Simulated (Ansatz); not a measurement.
The Ansatz input:

```
crystal:
  lattice:
    - [8.0103882437, 0.0, 0.0]
    - [-4.0051941218, 6.9371997132, 0.0]
    - [0.0, 0.0, 23.896084133]
  atoms:
    - { symbol: As, position: [0.5, 0.0, 0.3347828856] }
    - { symbol: As, position: [0.5, 0.5, 0.3347828856] }
    - { symbol: As, position: [0.0, 0.0, 0.3347828856] }
    - { symbol: As, position: [0.0, 0.5, 0.3347828856] }
    - { symbol: Al, position: [0.1666666667, 0.8333333333, 0.3689958897] }
    - { symbol: Al, position: [0.1666666667, 0.3333333333, 0.3689958897] }
    - { symbol: Al, position: [0.6666666667, 0.8333333333, 0.3689958897] }
    - { symbol: Al, position: [0.6666666667, 0.3333333333, 0.3689958897] }
    - { symbol: As, position: [0.666477287, 0.8334153515, 0.4843843959] }
    - { symbol: As, position: [0.6806162693, 0.3387672844, 0.4816190902] }
    - { symbol: As, position: [0.1610177745, 0.8191246378, 0.4815340331] }
    - { symbol: As, position: [0.1573725206, 0.3423848268, 0.4823822494] }
    - { symbol: Al, position: [0.3402453991, 0.6697358351, 0.4435031532] }
    - { symbol: Al, position: [0.3316950017, 0.1680598448, 0.4810877837] }
    - { symbol: Al, position: [0.8304657417, 0.6692346414, 0.4456724272] }
    - { symbol: Al, position: [0.8300260669, 0.1596298165, 0.4434942027] }
basis:
  ecutwfc: 420
kpoints:
  mp_grid: { grid: [2, 2, 1] }
hamiltonian:
  xc: pbe
  dispersion: d3bj
scf:
  occupations: { method: gaussian, width: 0.05 }
output:
  forces: true
  eigenvalues: true
  write_density: true
  volumetric_format: npy
efield:
  axis: 3
  dipole_correction: true
  ramp_width: 0.04
```

Command:
```bash
ansatz run input.yaml --threads 4 --pin off --max-ram 10240MiB --backend cpu --events-out ev --progress --plain --runs-dir out
```

What does the potential across the slab give for the band edges against vacuum?

From the vacuum level at the right face the ionisation potential is 5.01 eV and the electron affinity 4.46 eV; at the left face they are 5.77 and 5.22 eV. The slab's gap, their difference before rounding, is 0.55 eV. The vacuum level is 0.76 eV higher at the left than at the right, so the slab carries a dipole along its normal; the ramp in the vacuum, at or near the edge of the plot, is the dipole correction that keeps each side flat. The outermost atoms are 3.6 Å apart, which leaves 20.3 Å of vacuum in a cell 23.9 Å high.

The atoms aren't at rest in this cell (largest force 0.5 eV/Å), so the relaxed material can differ.

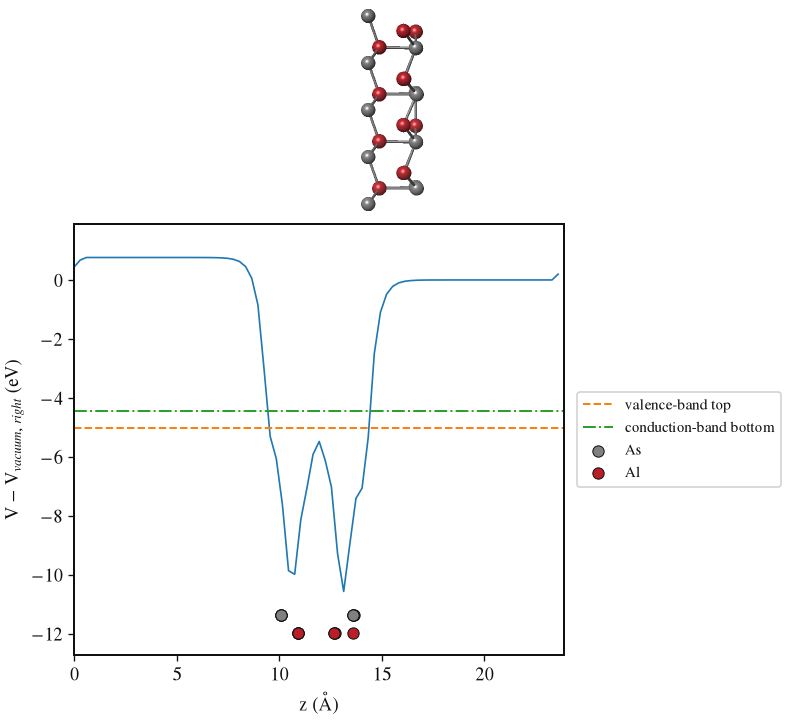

Plane-averaged electrostatic potential energy of an electron across the slab; circles at the bottom mark the heights of the atoms. The structure is drawn too.
